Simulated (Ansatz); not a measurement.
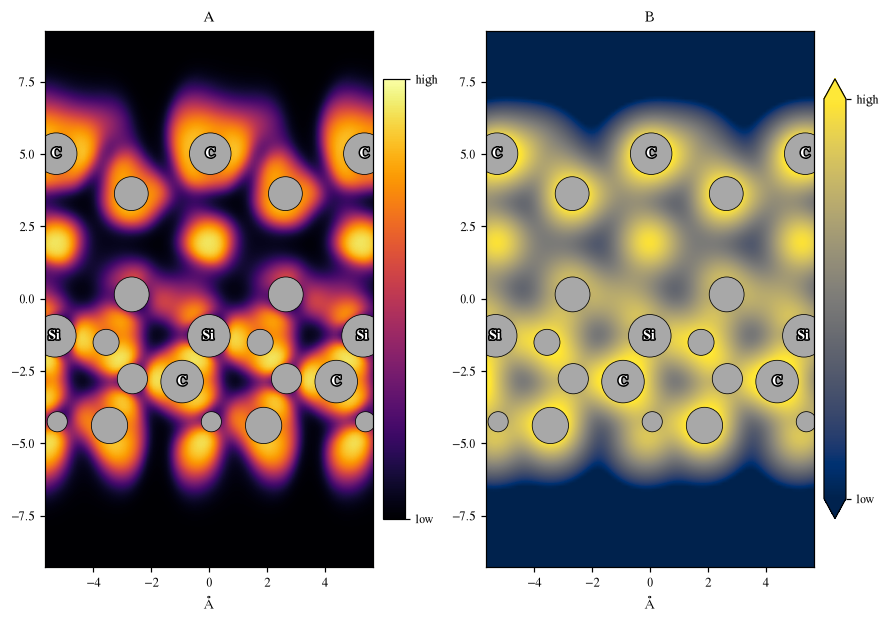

SiC (slab): 2 fields on the (010) plane of the calculation cell, a cut from vacuum to vacuum, with unlabelled colour scales. Grey discs cover the atomic cores.

Computed with DFT r2SCAN, scalar-relativistic, plane waves, PAW (Ansatz 0.2.0).

> Match the panels to the quantities (electron localisation function and valence pseudo-density).

Panel A: electron localisation function. Panel B: valence pseudo-density. From the grid: Si–C (1.84 Å): ρ is about 0.96 e/Å³ halfway; the ELF peaks at about 0.95 between the atoms.
